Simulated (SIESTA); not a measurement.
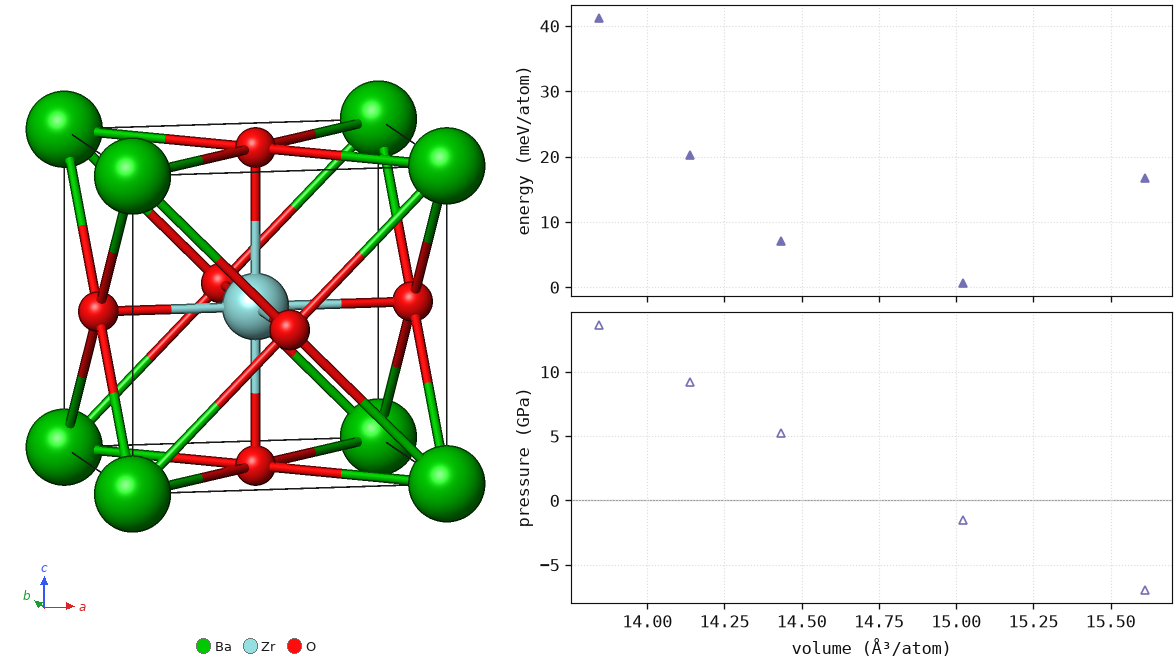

The picture above shows the energy and pressure against volume for BaZrO₃, space group Pm-3m (No. 221). The conventional cell is drawn beside the plot.

Structure:
```yaml
crystal:
  lattice:
    - [4.19134, 0.00000, 0.00000]
    - [0.00000, 4.19134, 0.00000]
    - [0.00000, 0.00000, 4.19134]
  atoms:
    - { symbol: Ba, position: [0.00000, 0.00000, 0.00000] }
    - { symbol: Zr, position: [0.50000, 0.50000, 0.50000] }
    - { symbol: O, position: [0.50000, 0.50000, 0.00000] }
    - { symbol: O, position: [0.50000, 0.00000, 0.50000] }
    - { symbol: O, position: [0.00000, 0.50000, 0.50000] }
```

Method: DFT in numerical atomic orbitals with pseudopotentials, no spin polarisation; energies at scaled volumes of the given cell, shape and fractions fixed, counted from the fit's minimum, third-order Birch-Murnaghan fit (SIESTA 5.4.2). Level: PBEsol.

- k mesh: 6×6×6
- occupations: Fermi–Dirac
- smearing width: 0.05 eV
- potentials: PseudoDojo 0.4 standard, converted to PSML, two zetas on semicore shells
- program settings: basis DZP, mesh cutoff 800 Ry

The points at volume 14.73 Å³/atom and 15.32 Å³/atom are left out of the plot. What values does the calculation give there?

| volume (Å³/atom) | energy (meV/atom) | pressure (GPa) |
| --- | --- | --- |
| 14.73 | 0.77 | 1.70 |
| 15.32 | 6.21 | −4.43 |

Keep in mind: mulliken charges of long orbitals.
